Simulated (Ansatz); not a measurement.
Geometry relaxation of Ni (part 1 of 2)

The run: geometry relaxation of Ni (5 atoms in the cell). Method and program: DFT PBE, scalar-relativistic, plane waves, PAW, spin-polarised (Ansatz 0.2.0).

The structure derives from a Materials Project entry. It belongs to a series of runs on one base structure; here: film's bulk on the substrate's plane, third vector and atoms relaxed. Figures and captions count atoms from 1; the log counts them from 0 in places.

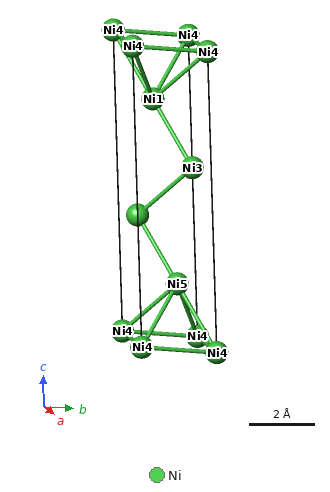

Fig. 1: The input geometry (ball-and-stick view of the reduced cell, seen slightly off an axis; atoms are numbered from 1 in the order of the input). An atom can appear more than once, as a periodic image.

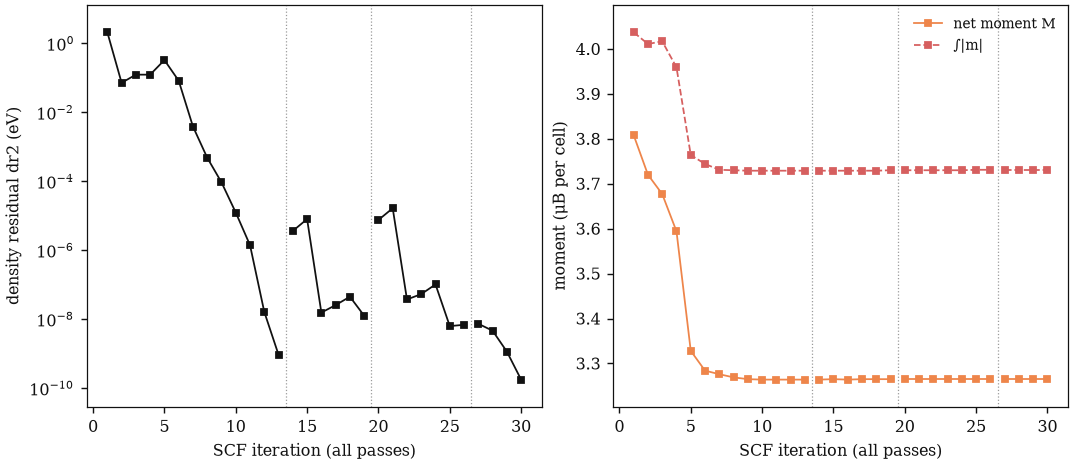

Fig. 2: Convergence of the self-consistent field: density residual dr2 and magnetic moment against the SCF iteration. The dotted lines part the SCF passes of the relaxation: geometry steps, rejected trials and re-solves on a re-selected basis. The passes take 13, 6, 7 and 4 iterations. The net moment goes from 3.8 to 3.3 μB per cell.

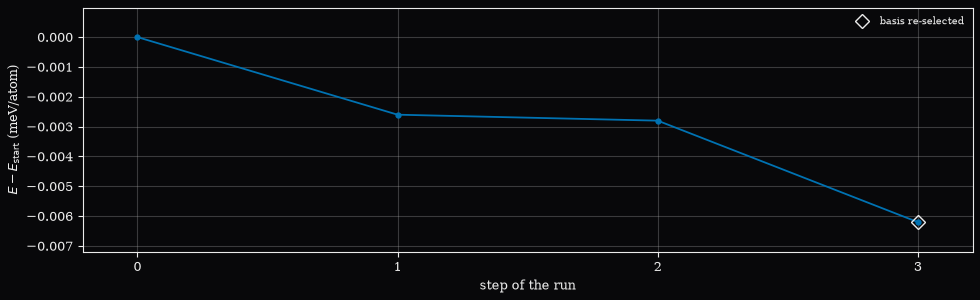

Fig. 3: Progress of the relaxation, step by step (the first geometry is step 0 here and step 1 in the log). After 2 geometry steps the energy has fallen by next to nothing (0.0 meV per atom). All forces vanish by symmetry, so only the cell relaxes. Pressure: −4.10 GPa at the start and −4.26 GPa at the end. The atoms keep their places relative to the cell (all moves are under 0.005 Å). Cell: a = b 2.458 → 2.459 Å (0.0 %), c stays at 9.395 Å. Volume +0.1 %. The space group stays Fmmm (No. 69). A last SCF at the same geometry on a re-selected plane-wave basis shifts the energy by next to nothing (0.0 meV per atom).

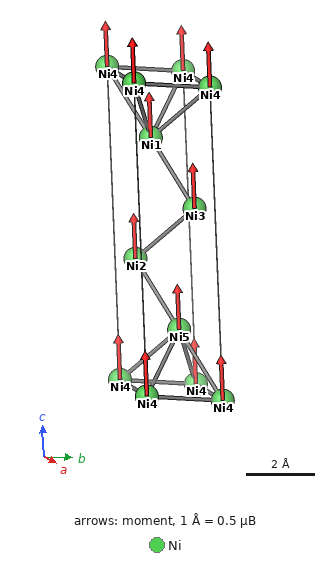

Fig. 4: Magnetic moments of the sites as red arrows (ball-and-stick view of the reduced cell, seen slightly off an axis; atoms are numbered from 1 in the order of the input); small moments hardly show. The run is collinear, so the axis drawn is arbitrary. Site moments: all 5 Ni atoms (0.69 μB). They are counted near the atoms and needn't add up to the moment of the cell.

These pictures come from the run below.

The input:
```yaml
crystal:
  lattice:
    - [3.5566632851, 0.0, 0.0]
    - [-1.7783316425, 9.2404822727, 0.0]
    - [-1.7783316425, 0.0, 1.6969643896]
  atoms:
    - { symbol: Ni, position: [0.4, 0.8, 0.0], spin: 0.75 }
    - { symbol: Ni, position: [0.2, 0.4, 0.0], spin: 0.75 }
    - { symbol: Ni, position: [0.8, 0.6, 0.0], spin: 0.75 }
    - { symbol: Ni, position: [0.0, 0.0, 0.0], spin: 0.75 }
    - { symbol: Ni, position: [0.6, 0.2, 0.0], spin: 0.75 }
basis:
  ecutwfc: 420
kpoints:
  mp_grid: { grid: [10, 4, 20] }
hamiltonian:
  xc: pbe
scf:
  occupations: { method: gaussian, width: 0.1 }
output:
  forces: true
  stress: true
  eigenvalues: true
  populations: true
magnetization:
  spin_polarized: true
relax:
  adjacent_minimum: "off"
  f_tol: 0.01
  max_steps: 50
  cell: { fix: [a, b, gamma], stress_tol: 0.1 }
```

Command:
```bash
ansatz run input.yaml --threads 8 --pin off --max-ram 28672MiB --backend cpu --events-out ev --progress --plain --runs-dir out
```

Log:
```
Warning: crystal.symmetry: narrowed to the stabiliser of the k-point mesh — unitary ops 40 → 20; excluded 20 operations that carry a point of the 10×4×20 mesh (shift [0, 0, 0]) off the mesh (the run samples exactly the mesh kpoints.mp_grid names, as under crystal.symmetry.detect: false, and its converged state has the mesh's symmetry, not the crystal's; ε∞, the Born charges and the force constants of a linear response (`dielectric:` by the response, `phonons.method: dfpt`) are averaged over those of the crystal's operations that the state keeps within a tolerance, where `mesh_tensors`, `unaveraged_element` or `gamma_mean_max_change_ev_ang2` stands beside them; a row that `dielectric.field_direction` solves alone is averaged likewise, with nothing beside; a Γ-centred mesh of equal divisions is mapped onto itself by every operation and keeps the whole group, as does a half-shifted one under kpoints.further_shifts: images)
Engine: ansatz 0.2.0, x86_64-unknown-linux-gnu
Pseudopotentials: kind: paw
Pseudopotential: Ni, paw, valence charge 18, recommended cutoff 420 eV (normal), Ni.paw.azcp
Functional definition: PBE
  parameter kappa = 0.804
  parameter beta = 0.06672455060314922
  exchange = pbe_x(kappa = kappa, mu = beta*pi^2/3)
  correlation = pbe_c(beta = beta)
Crystal: 5 atoms, lattice volume = 55.771 Å³
Basis set: ecut = 420 eV, 1083 PW (Γ), exchange–correlation on 48×128×36 points (8 copies of the dense FFT grid, shifted against one another)
Bands: 57, of which v1, the nominal top of the filled ones, is band 45 counted from 1 (44 counted from 0)
Symmetry: 20 space group operations
k-points: 232 of 800
Non-local potential: Ni, projectors of the file, l = 0: 3, l = 1: 2, l = 2: 3, l = 3: 1
PAW form: soft (Blöchl's): semilocal exchange-correlation on the pseudo side does not see the compensation charge
PAW one-centre angular grid: Ni, 590 points (default); XC on 64 Gauss nodes
Initial density: superposition of atomic densities (chi_scale 0.1, normalization cell)
Starting moments: Σ|m| = 3.75 μB on 5 of 5 sites
Initial wavefunctions: pseudopotential atomic-orbital guess
Functional: x = pbe(κ = 0.804, μ = 0.2195149727645171), c = pbe(β = 0.06672455060314922)
iter 1 solved again at ethr=2.31e-3 eV; its pass at ethr=3.10e-3 eV (dr2=2.08e0 eV) is discarded
SCF iter   1: F=—  HF=-29194.535073 eV  |F-HF|=—  |Δ(HF+E_count)|=         —  Δρ=6.20e-2 (↑1.71e-2 ↓6.20e-2)  dr2=2.08e0  dr2_m=2.73e-1  M=3.808 μB ∫|m|=4.037 μB  β_m=0.30  ethr=2.31e-3  ⟨swp⟩=1.8  Hψ=111493  notcnv=0
Mixer restart at iter 1: flushing history
preconditioner: auto → Kerker (q_TF=auto, 2.955 Å⁻¹)  [metal: Δε(μ)=0.001 eV  Ē_g=8.731 eV  σ=0.100 eV  W_gap=0.01  n_scr=24 (ndim 8)  ℏωp=35.2 eV  f_vac=0.000  D(μ)=8.74/eV (n_scr^D=134)]
spin=Collinear: Kerker preconditioning applied to the charge; magnetization (m = ρ↑ − ρ↓) channel mixes plain (no charge-response kernel on spin).
SCF iter   2: F=—  HF=-29194.492814 eV  |F-HF|=—  |Δ(HF+E_count)|=   4.23e-2  Δρ=2.42e-2 (↑2.42e-2 ↓1.55e-2)  dr2=7.14e-2  dr2_m=1.32e-1  M=3.720 μB ∫|m|=4.011 μB  β_m=0.31  ethr=2.31e-3  ⟨swp⟩=2.1  Hψ=40891  notcnv=0
SCF iter   3: F=—  HF=-29195.980369 eV  |F-HF|=—  |Δ(HF+E_count)|=         —  Δρ=2.24e-2 (↑2.24e-2 ↓9.50e-3)  dr2=1.23e-1  dr2_m=6.58e-2  M=3.677 μB ∫|m|=4.017 μB  β_m=0.31  ethr=7.94e-5  ⟨swp⟩=2.0  Hψ=45629  notcnv=0  defer=1587
SCF iter   4: F=—  HF=-29196.860337 eV  |F-HF|=—  |Δ(HF+E_count)|=   8.80e-1  Δρ=1.70e-2 (↑1.70e-2 ↓8.48e-3)  dr2=1.23e-1  dr2_m=2.41e-2  M=3.594 μB ∫|m|=3.959 μB  β_m=0.65  ethr=7.94e-5  ⟨swp⟩=2.0  Hψ=40734  notcnv=0  defer=1596
SCF iter   5: F=—  HF=-29198.390630 eV  |F-HF|=—  |Δ(HF+E_count)|=    1.53e0  Δρ=1.91e-2 (↑1.24e-2 ↓1.91e-2)  dr2=3.26e-1  dr2_m=8.02e-3  M=3.328 μB ∫|m|=3.764 μB  β_m=0.43  ethr=7.94e-5  ⟨swp⟩=2.0  Hψ=43666  notcnv=0  defer=1746
SCF iter   6: F=-29198.448414 eV  HF=-29198.581242 eV  |F-HF|=1.33e-1  |Δ(HF+E_count)|=   1.91e-1  Δρ=1.02e-2 (↑1.02e-2 ↓9.88e-3)  dr2=8.22e-2  dr2_m=3.74e-5  M=3.284 μB ∫|m|=3.744 μB  β_m=0.58  ethr=7.94e-5  ⟨swp⟩=2.4  Hψ=52986  notcnv=0  defer=1756
SCF iter   7: F=-29198.533813 eV  HF=-29198.530685 eV  |F-HF|=3.13e-3  |Δ(HF+E_count)|=   5.06e-2  Δρ=1.45e-3 (↑1.45e-3 ↓1.38e-3)  dr2=3.85e-3  dr2_m=4.39e-5  M=3.276 μB ∫|m|=3.731 μB  β_m=0.79  ethr=7.94e-5  ⟨swp⟩=2.1  Hψ=48697  notcnv=0  defer=1826
SCF iter   8: F=-29198.535449 eV  HF=-29198.535176 eV  |F-HF|=2.73e-4  |Δ(HF+E_count)|=   4.49e-3  Δρ=6.22e-4 (↑4.11e-4 ↓6.22e-4)  dr2=4.79e-4  dr2_m=2.05e-5  M=3.269 μB ∫|m|=3.730 μB  β_m=0.90  ethr=4.27e-6  ⟨swp⟩=2.0  Hψ=37036  notcnv=0  defer=1826
SCF iter   9: F=-29198.535608 eV  HF=-29198.535635 eV  |F-HF|=2.71e-5  |Δ(HF+E_count)|=   4.60e-4  Δρ=3.40e-4 (↑1.70e-4 ↓3.40e-4)  dr2=9.24e-5  dr2_m=4.94e-6  M=3.265 μB ∫|m|=3.729 μB  β_m=0.95  ethr=5.32e-7  ⟨swp⟩=2.0  Hψ=35311  notcnv=0  defer=1826
SCF iter  10: F=-29198.535642 eV  HF=-29198.535647 eV  |F-HF|=4.67e-6  |Δ(HF+E_count)|=   1.13e-5  Δρ=1.38e-4 (↑5.72e-5 ↓1.38e-4)  dr2=1.23e-5  dr2_m=1.05e-6  M=3.264 μB ∫|m|=3.729 μB  β_m=0.97  ethr=1.03e-7  ⟨swp⟩=2.0  Hψ=37668  notcnv=0  defer=1826
SCF iter  11: F=-29198.535648 eV  HF=-29198.535648 eV  |F-HF|=8.66e-7  |Δ(HF+E_count)|=   1.80e-6  Δρ=4.57e-5 (↑2.12e-5 ↓4.57e-5)  dr2=1.39e-6  dr2_m=9.04e-8  M=3.264 μB ∫|m|=3.729 μB  β_m=0.99  ethr=1.37e-8  ⟨swp⟩=2.0  Hψ=32642  notcnv=0  defer=1826
SCF iter  12: F=-29198.535648 eV  HF=-29198.535648 eV  |F-HF|=8.64e-9  |Δ(HF+E_count)|=   9.65e-8  Δρ=4.65e-6 (↑2.35e-6 ↓4.65e-6)  dr2=1.61e-8  dr2_m=8.32e-10  M=3.264 μB ∫|m|=3.729 μB  β_m=0.99  ethr=1.54e-9  ⟨swp⟩=2.0  Hψ=34693  notcnv=0  defer=1826
SCF iter  13: F=-29198.535648 eV  HF=-29198.535648 eV  |F-HF|=5.38e-10  |Δ(HF+E_count)|=   1.26e-9  Δρ=1.10e-6 (↑4.79e-7 ↓1.10e-6)  dr2=9.18e-10  dr2_m=6.81e-11  M=3.264 μB ∫|m|=3.729 μB  ethr=1.79e-11  ⟨swp⟩=7.1  Hψ=114185  notcnv=0
at 1 of the mixer's solves, the last at iteration 5, it left a direction of its history that read negative out of its fit and stepped the other way along it
SCF 1 converged in 13 iterations: F = -29198.535648 eV  dr2 = 9.18e-10
  greatest PAW one-centre occupation: 1.001 electrons in one spin orbital (limit 2), on the Ni atom at site 4 (counted from 0), in its partial waves of l = 1
relax step   1: F+E_penalty+E_count = -29198.53564837 eV  Δ(F+E_penalty+E_count) = +0.000e0 eV  max|allowed force component| = 1.035e-26 eV/Å  Δτ_max = 0.0000 Å  P = -4.101 GPa  Ω = 55.771 Å³  fix = [a, b, gamma]  reactions: a -3.266, b -9.239 GPa; gamma +1.717 GPa/rad  (13 SCF iters, dr2 threshold 1.00e-7 eV, accepted)
Crystal: 5 atoms, lattice volume = 55.790 Å³
Initial density: handed on by an earlier stage of this run
Starting moments: Σ|m| = 3.75 μB on 5 of 5 sites; this step starts from the density that it was given
Initial wavefunctions: those handed on with the density
iter 1 solved again at ethr=4.83e-9 eV; its pass at ethr=3.10e-3 eV (dr2=4.34e-6 eV) is discarded
SCF iter   1: F=—  HF=-29198.535661 eV  |F-HF|=—  |Δ(HF+E_count)|=         —  Δρ=5.88e-5 (↑4.76e-5 ↓5.88e-5)  dr2=3.60e-6  dr2_m=2.91e-8  M=3.264 μB ∫|m|=3.729 μB  β_m=0.65  ethr=4.83e-9  ⟨swp⟩=2.0  Hψ=97735  notcnv=0
preconditioner: auto → none  [metal: Δε(μ)=0.000 eV  Ē_g=9.397 eV  σ=0.100 eV  W_gap=0.00  n_scr=4 (ndim 8)  ℏωp=35.2 eV  f_vac=0.000  D(μ)=9.13/eV (n_scr^D=140)]
SCF iter   2: F=—  HF=-29198.535663 eV  |F-HF|=—  |Δ(HF+E_count)|=   1.45e-6  Δρ=8.96e-5 (↑7.63e-5 ↓8.96e-5)  dr2=7.95e-6  dr2_m=3.20e-8  M=3.265 μB ∫|m|=3.729 μB  β_m=0.30  ethr=4.01e-9  ⟨swp⟩=2.0  Hψ=47468  notcnv=0
SCF iter   3: F=—  HF=-29198.535660 eV  |F-HF|=—  |Δ(HF+E_count)|=   2.55e-6  Δρ=1.02e-5 (↑5.00e-6 ↓1.02e-5)  dr2=1.54e-8  dr2_m=9.63e-9  M=3.264 μB ∫|m|=3.729 μB  β_m=0.53  ethr=4.01e-9  ⟨swp⟩=2.6  Hψ=47694  notcnv=0
SCF iter   4: F=—  HF=-29198.535661 eV  |F-HF|=—  |Δ(HF+E_count)|=   4.51e-7  Δρ=9.22e-6 (↑1.91e-6 ↓9.22e-6)  dr2=2.54e-8  dr2_m=1.30e-8  M=3.265 μB ∫|m|=3.729 μB  β_m=0.77  ethr=1.71e-11  ⟨swp⟩=2.0  Hψ=47943  notcnv=0
SCF iter   5: F=—  HF=-29198.535661 eV  |F-HF|=—  |Δ(HF+E_count)|=   1.89e-7  Δρ=9.66e-6 (↑2.74e-6 ↓9.66e-6)  dr2=4.45e-8  dr2_m=7.06e-9  M=3.265 μB ∫|m|=3.729 μB  β_m=0.79  ethr=1.71e-11  ⟨swp⟩=2.0  Hψ=36659  notcnv=0
SCF iter   6: F=-29198.535661 eV  HF=-29198.535661 eV  |F-HF|=1.14e-8  |Δ(HF+E_count)|=   8.62e-8  Δρ=5.62e-6 (↑1.65e-6 ↓5.62e-6)  dr2=1.25e-8  dr2_m=2.28e-9  M=3.265 μB ∫|m|=3.730 μB  ethr=1.71e-11  ⟨swp⟩=2.0  Hψ=92608  notcnv=0
SCF 2 converged in 6 iterations: F = -29198.535661 eV  dr2 = 1.25e-8
relax step   2: F+E_penalty+E_count = -29198.53566085 eV  Δ(F+E_penalty+E_count) = -1.248e-5 eV  max|allowed force component| = 3.476e-26 eV/Å  Δτ_max = 0.0000 Å  P = -4.164 GPa  Ω = 55.790 Å³  energy of the carried Pulay correction = -6.811e-6 eV  fix = [a, b, gamma]  reactions: a -3.326, b -9.286 GPa; gamma +1.725 GPa/rad  (6 SCF iters, dr2 threshold 1.03e-7 eV, accepted)
Crystal: 5 atoms, lattice volume = 55.818 Å³
iter 1 solved again at ethr=1.01e-8 eV; its pass at ethr=3.10e-3 eV (dr2=9.11e-6 eV) is discarded
```
